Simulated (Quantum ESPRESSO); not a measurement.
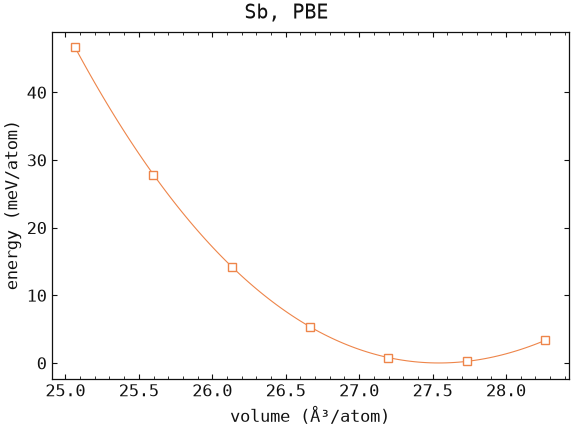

The picture above shows the energy against volume for Sb, space group Fm-3m (No. 225).

The given structure:
```
Sb
1.0
     0.00000    2.37124    2.37124
     2.37124    0.00000    2.37124
     2.37124    2.37124    0.00000
Sb
1
Direct
  0.00000 0.00000 0.00000
```

Method: plane-wave DFT, no spin polarisation; energies at scaled volumes of the given cell, shape and fractions fixed, counted from the fit's minimum, third-order Birch-Murnaghan fit (Quantum ESPRESSO 7.5). Level: PBE.

```json
{"setting": "k mesh", "value": "10×10×10"}
{"setting": "occupations", "value": "Fermi–Dirac"}
{"setting": "smearing width", "value": "0.05 eV"}
{"setting": "potentials", "value": "SSSP 1.3 efficiency PBE"}
{"setting": "wave cutoff", "value": "748.3 eV"}
{"setting": "density cutoff", "value": "5987 eV"}
```

From this curve and the settings, what does the calculation give for the pressure at the same points?

The pressure falls from 6.50 GPa at volume 25.07 Å³/atom to −1.47 GPa at 28.27 Å³/atom, and changes sign near 27.54 Å³/atom.

| volume (Å³/atom) | pressure (GPa) |
| --- | --- |
| 25.07 | 6.50 |
| 25.60 | 4.82 |
| 26.13 | 3.34 |
| 26.67 | 1.99 |
| 27.20 | 0.75 |
| 27.73 | −0.41 |
| 28.27 | −1.47 |
